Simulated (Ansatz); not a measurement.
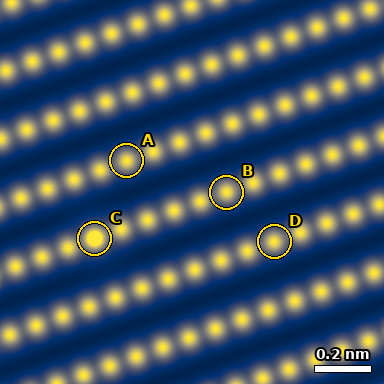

Z-contrast image of Fe (Pm-3m, No. 221) along [210]. Simulated incoherent Z contrast: every atom adds Z^1.6 spread by a probe of 0.57 Å full width; channelling and multiple scattering are left out. The probe carries 25 % of its weight in a tail 2.5 times as wide. The display is stretched by a gamma of 0.65; percentages refer to the linear signal.

The sample is 2 repeats (10.2 Å) thick. One point defect was put into the perfect crystal, without relaxing the atoms around it. Brightness is counted from the darkest point of the image. Host structure: the end point of a relaxation with DFT, revPBE, plane waves (420 eV) with PAW, scalar-relativistic (Ansatz); the starting structure was generated, so it need not be a known form of this composition.

### Which ringed column holds the defect, and does it scatter more or less than its equals?

C; it scatters more. The column holds 2 atoms (Fe) through the sample, and one Fe atom is replaced by Ru, so its peak rises to about 165 % of that of its equals.
